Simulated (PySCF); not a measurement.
# Sb: 7 runs along one coordinate

System: Sb (P2₁/m, 2 atoms in the cell).
Method: Kohn-Sham DFT of a periodic cell in Gaussian orbitals, PBEsol, DZVP-MOLOPT-SR/GTH-PBE, no spin polarisation (PySCF 2.14.0).

The 7 runs differ only in the geometry, by an even scaling of the cell at fixed fractional positions. The structure derives from a Materials Project entry.

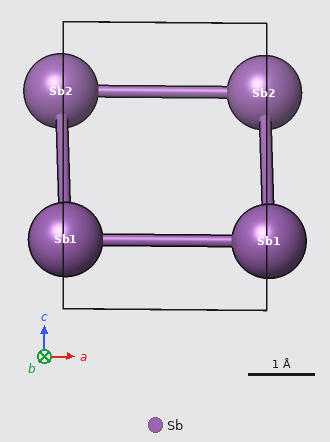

Figure 1. The structure of run 4 (ball-and-stick view of the cell of the calculation, along the b axis; atoms are numbered from 1 in the order of the input).

### Input of run 4
```python
import json
import numpy as np
from pyscf.pbc import gto, scf, dft, df

cell = gto.Cell()
cell.a = '''
  3.1224020000    0.0000000000    0.0000000000
  0.0000000000    4.3475180000    0.0000000000
 -0.0389150000    0.0000000000    4.4058520000'''
cell.atom = '''
Sb   0.0261760615    1.0868795000    1.0625417034
Sb   3.0573109385    3.2606385000    3.3433102966'''
cell.unit = 'A'
cell.basis = 'DZVP-MOLOPT-SR-GTH-q5'
cell.pseudo = 'GTH-PBE-q5'
cell.ke_cutoff = 50  # hartree
cell.exp_to_discard = 0.02
cell.precision = 1e-08
cell.space_group_symmetry = True
cell.symmorphic = False
cell.max_memory = 2940  # MB
cell.verbose = 4
cell.build()

res = {}
kpts = cell.make_kpts([9, 6, 6], space_group_symmetry=True, time_reversal_symmetry=True)
cell.space_group_symmetry = False  # the mesh holds the operations; no search on the supercells of the integral code
mf = dft.KRKS(cell, kpts, xc='pbesol')
mf = mf.multigrid_numint()
mf = mf.smearing(sigma=0.00183747, method='fermi')  # hartree
mf.conv_tol = 1e-07
mf.max_cycle = 60

mf.kernel()
res.update(converged=bool(mf.converged), e_tot=mf.e_tot, nelec=cell.nelectron, nao=cell.nao, mesh=list(map(int, cell.mesh)), a=cell.lattice_vectors().tolist(), coords=cell.atom_coords().tolist(),
           mo_energy=[np.real(x).tolist() for x in mf.mo_energy], mo_occ=[np.real(x).tolist() for x in mf.mo_occ])
res.update(e_free=mf.e_free, e_zero=mf.e_zero)
res.update(kpts=kpts.kpts_scaled_ibz.tolist(), weights=kpts.weights_ibz.tolist())
res['parts'] = {k: float(np.real(v)) for k, v in mf.scf_summary.items() if np.isscalar(v)}
json.dump(res, open('results.json', 'w'))
if not mf.converged:
    raise SystemExit('SCF not converged')

print('levels (eV)')
for i, kp in enumerate(res['kpts'][:40]):
    print('k %7.4f %7.4f %7.4f  ' % tuple(kp), ' '.join('%.3f' % (x * 27.211386) for x in res['mo_energy'][i][:10]))

mf = mf.to_khf()  # unfold to the whole mesh
kpts = mf.kpts
# Mulliken populations
dm, s = np.asarray(mf.make_rdm1()), np.asarray(mf.get_ovlp())
sites = cell.aoslice_by_atom()[:, 2:]
tot = np.einsum('kij,kji->i', dm, s).real / len(kpts)
res['mulliken'] = [cell.atom_charge(i) - tot[a0:a1].sum() for i, (a0, a1) in enumerate(sites)]
print('Mulliken charges', np.round(res['mulliken'], 5))

# density of states, Gaussians of 0.15 eV
e = np.asarray(mf.mo_energy).real.reshape(1, -1) * 27.211386
ef = mf.get_fermi()
ef = np.max(ef) * 27.211386
x = np.arange(-15, 10.01, 0.1) + round(ef, 1)
dos = np.exp(-((x[:, None, None] - e) / 0.15) ** 2 / 2).sum(-1).T / (0.15 * np.sqrt(2 * np.pi) * len(kpts)) * 2
res.update(dos_e=x.tolist(), dos=dos.tolist())
for a, b in zip(x[::5], dos.T[::5]):
    print('%8.2f' % a, ' '.join('%9.4f' % y for y in b))

# density on a uniform mesh
grids = dft.gen_grid.UniformGrids(cell)
grids.mesh = [17, 23, 25]
grids.build()
ni = dft.numint.KNumInt()
rho = [ni.get_rho(cell, x, grids, kpts) for x in [dm]]
np.save('rho.npy', np.reshape(rho, (-1, *grids.mesh)))
res['done'] = True
json.dump(res, open('results.json', 'w'))
```

Command:
```bash
OMP_NUM_THREADS=2 python -u run.py > log
```

Lattice vectors (Å) and fractional positions of run 4:
```
   3.122402    0.000000    0.000000
   0.000000    4.347518    0.000000
  -0.038915    0.000000    4.405852
Sb  0.011389  0.250000  0.241166
Sb  0.988611  0.750000  0.758834
```

Run 6 has the same physical settings and fractional positions; its lattice vectors (Å) are:
```
   3.163491    0.000000    0.000000
   0.000000    4.404729    0.000000
  -0.039427    0.000000    4.463830
```

### Results, with one run withheld

```tsv
run	volume per atom (Å³)	free energy per atom, from the lowest run given (meV)
1	28.110	24.36
2	28.708	11.01
3	29.306	3.09
4	29.904	0.00
5	30.502	1.25
6	31.100	?
7	31.698	14.95
```

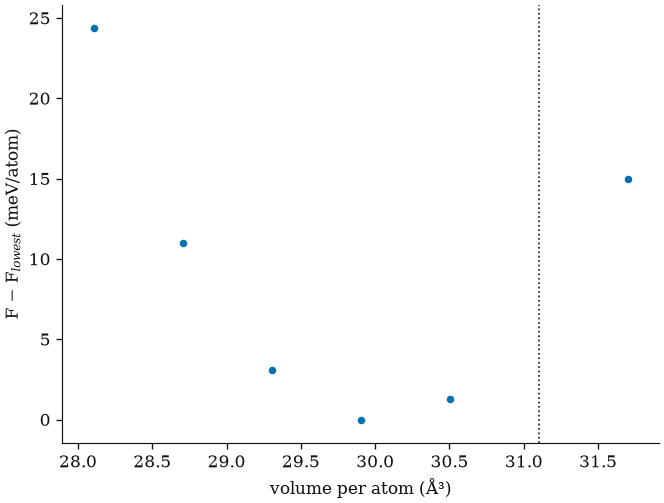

Figure 2. Free energy per atom of the runs given; the dotted line marks run 6.

Estimate the energy of run 6 from the others.

A cubic polynomial in V^(−2/3) (the Birch–Murnaghan form), fitted to the 6 runs given, misses them by under 0.01 meV per atom. With x = V^(−2/3) − 0.10435 Å⁻², it reads F = 0.68311 + 1851.8 x + 1.1276e+06 x² + 3.3122e+06 x³ (meV per atom). At run 6 it gives 6.37 meV per atom, and the run itself gives 6.36. The fit has its minimum at 30.021 Å³ per atom, where V d²F/dV² gives 56.9 GPa. Cell shape and fractional positions are held, so this is the stiffness under even scaling; the relaxed bulk modulus wasn't computed.

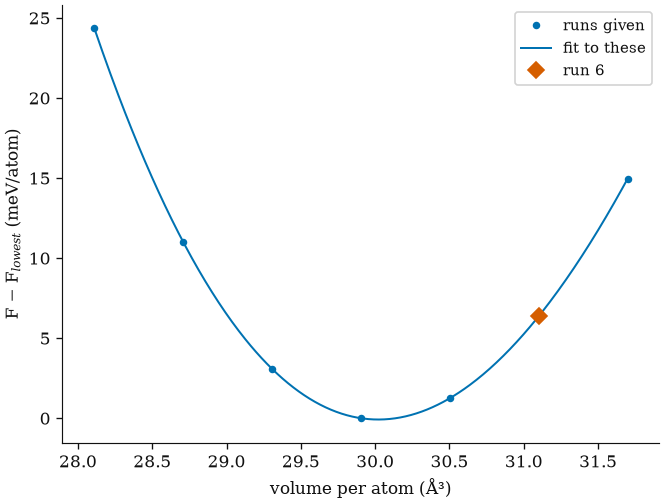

Figure 3. The fit and the withheld run.

### Output, shortened to warnings, some set-up lines, iterations and results (run 6)
```
k-points in IBZ                         weights
[...]
cycle= 1 E= -11.0369531596616  delta_E= -0.197  |g|= 0.357  |ddm|= 29.3
cycle= 2 E= -11.0383729880392  delta_E= -0.00142  |g|= 0.114  |ddm|= 5.46
cycle= 3 E= -11.0384447410922  delta_E= -7.18e-05  |g|= 0.0781  |ddm|= 0.982
cycle= 4 E= -11.0384902163685  delta_E= -4.55e-05  |g|= 0.000565  |ddm|= 0.309
cycle= 5 E= -11.0384902386554  delta_E= -2.23e-08  |g|= 0.000162  |ddm|= 0.0081
    sigma = 0.00183747  Optimized mu = 0.234701222968  entropy = 0.265552987656
nelec by numeric integration = 9.99999999999904
    Total E(T) = -11.038490234431  Free energy = -11.0389781800792  E0 = -11.0387342072551
Extra cycle  E= -11.038490234431  delta_E= 4.22e-09  |g|= 6.75e-05  |ddm|= 0.00284
converged SCF energy = -11.038490234431
levels (eV)
k  0.0000  0.0000  0.0000   -5.734 -0.968 2.867 2.998 9.291 9.388 9.603 10.325 12.989 13.799
k  0.0000  0.0000  0.5000   -4.267 -3.867 4.818 5.327 5.401 5.548 10.757 11.106 14.907 15.084
k  0.0000  0.0000  0.6667   -5.004 -2.855 3.911 4.271 6.632 6.950 10.094 11.915 12.773 14.966
k  0.0000  0.0000  0.8333   -5.556 -1.615 3.229 3.330 8.413 8.557 9.569 10.764 12.725 14.304
k  0.0000  0.5000  0.0000   -4.039 -4.039 4.904 4.904 5.433 5.433 10.955 10.955 15.158 15.158
k  0.0000  0.5000  0.5000   -3.426 -3.426 0.894 0.894 11.286 11.286 11.536 11.536 15.573 15.573
k  0.0000  0.5000  0.6667   -3.616 -3.616 1.493 1.493 10.186 10.186 11.199 11.199 16.037 16.037
k  0.0000  0.5000  0.8333   -3.914 -3.914 3.023 3.023 7.685 7.685 11.032 11.032 15.491 15.491
k  0.0000  0.6667  0.0000   -4.975 -2.830 3.811 4.176 6.581 6.844 10.120 11.928 12.932 15.020
k  0.0000  0.6667  0.5000   -3.754 -3.495 1.390 1.633 10.215 10.338 11.093 11.293 15.896 16.140
k  0.0000  0.6667  0.6667   -4.314 -3.032 1.252 2.692 8.496 10.656 10.902 11.652 14.883 15.225
k  0.0000  0.6667  0.8333   -4.802 -2.837 2.180 4.456 6.279 9.155 10.263 11.876 13.434 15.136
k  0.0000  0.8333  0.0000   -5.551 -1.590 3.105 3.360 8.391 8.531 9.575 10.758 12.734 14.318
k  0.0000  0.8333  0.5000   -4.123 -3.750 2.915 3.257 7.688 7.939 10.856 11.172 15.297 15.460
k  0.0000  0.8333  0.6667   -4.823 -2.853 2.227 4.510 6.355 9.262 10.245 11.869 13.342 15.079
k  0.0000  0.8333  0.8333   -5.362 -1.933 2.216 4.795 6.374 9.748 9.950 11.453 12.507 14.151
k  0.5556  0.0000  0.0000   -3.660 1.083 1.491 4.618 4.746 5.176 11.030 11.263 11.914 12.170
k  0.5556  0.0000  0.1667   -3.484 0.678 1.336 4.676 4.976 5.304 10.202 10.523 12.277 12.401
k  0.5556  0.0000  0.3333   -2.918 -0.657 1.869 3.759 5.662 6.364 8.439 9.092 12.877 13.212
k  0.5556  0.0000  0.5000   -2.160 -1.722 2.570 2.879 6.569 7.126 7.579 7.680 13.655 13.960
k  0.5556  0.0000  0.6667   -2.903 -0.684 1.844 3.804 5.674 6.381 8.413 9.053 12.849 13.192
k  0.5556  0.0000  0.8333   -3.476 0.649 1.326 4.738 4.982 5.289 10.172 10.480 12.266 12.395
k  0.5556  0.5000  0.0000   -1.912 -1.912 2.751 2.751 6.703 6.703 7.568 7.568 13.696 13.696
k  0.5556  0.5000  0.1667   -1.779 -1.779 2.854 2.854 4.965 4.965 9.619 9.619 11.965 11.965
k  0.5556  0.5000  0.3333   -1.453 -1.453 3.076 3.076 3.406 3.406 10.297 10.297 12.158 12.158
[...]
```
